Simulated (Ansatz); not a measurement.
System: Au.

```yaml
crystal:
  lattice:
    - [4.12433, 0.00000, 0.00000]
    - [0.00000, 4.12433, 0.00000]
    - [0.00000, 0.00000, 4.12433]
  atoms:
    - { symbol: Au, position: [0.00000, 0.00000, 0.00000] }
    - { symbol: Au, position: [0.50000, 0.50000, 0.00000] }
    - { symbol: Au, position: [0.50000, 0.00000, 0.50000] }
    - { symbol: Au, position: [0.00000, 0.50000, 0.50000] }
```

Space group Fm-3m; computed without spin polarisation.

These are results of DFT r2SCAN, scalar-relativistic, plane waves, PAW (Ansatz 0.2.0), not measurements.

> What will maps of the valence pseudo-density and electron localisation function show?

Au–Au (2.92 Å): ρ is about 0.27 e/Å³ halfway; the ELF is about 0.20 at the midpoint; no localised pair shows between them.

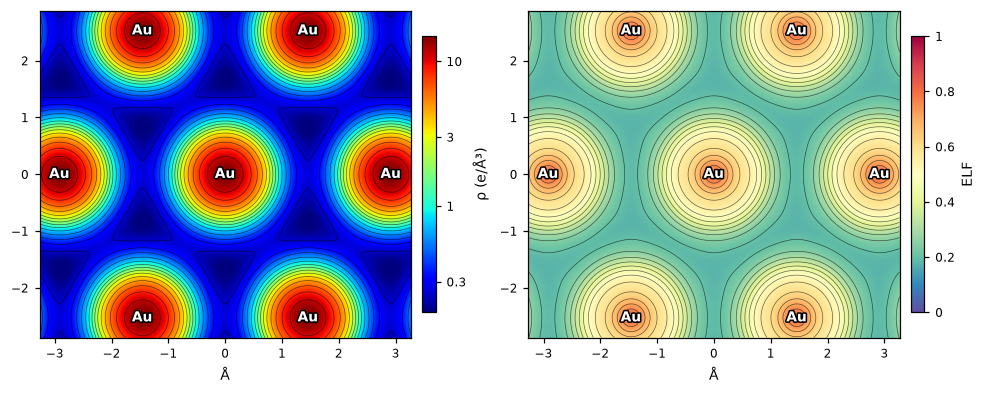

Computed valence pseudo-density and electron localisation function on the (111) plane of the conventional cell, in this order. 
